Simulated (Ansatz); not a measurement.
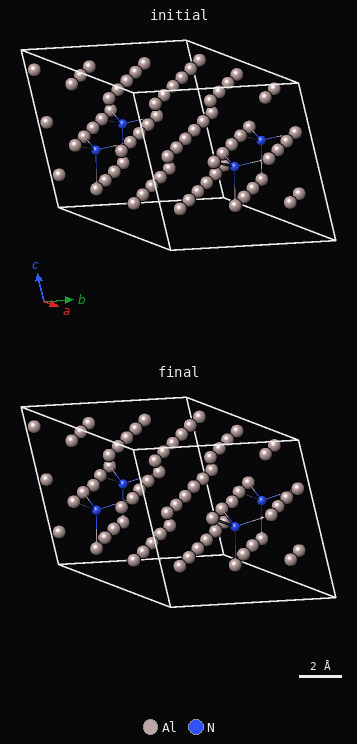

The structure of a defect cell of composition Al27N before (top) and after (bottom) a relaxation, at one scale.

Style: ball-and-stick. Shown: the conventional cell (2 times the calculation's cell) (origin shifted), slightly off an axis. Lengths and directions refer to the drawn axes.

Case: N interstitial, charge +0, atoms relaxed.

All numbers below come from Ansatz, DFT PBE, scalar-relativistic, plane waves, PAW. Set-up: plane-wave cutoff 420 eV; k-point mesh 3 × 3 × 3; occupations gaussian; smearing width 0.1 eV; no spin polarisation; atoms relaxed in a fixed cell; force threshold 0.02 eV/Å; at most 60 steps.

Question: Summarise the run.

Answer: The energy falls by 1.357 eV per cell of the calculation in 3 accepted moves (4 points after the start). The largest force component goes from 5.7 to 0.016 eV/Å. 1 step only repeated the SCF at the same geometry. The atom that moves furthest is the N atom (0.19 Å roughly along −c). By element the largest moves are N 0.19 Å, Al 0.13 Å. The lattice vectors keep their values. Near-neighbour distances that change, for instance: Al–N 1.574 → 1.873 Å, Al–N 1.765 → 1.873 Å, Al–N 1.799 → 1.873 Å, Al–N 1.891 → 1.872 Å. Among the angles between lasting bonds that change: Al–N–Al 101.5° → 109.5°, Al–N–Al 117.6° → 109.6°, Al–N–Al 102.8° → 109.4°. The run took 71 s on 4 threads of Arm Neoverse V1, with other jobs on the host, peak memory 1.1 GiB.
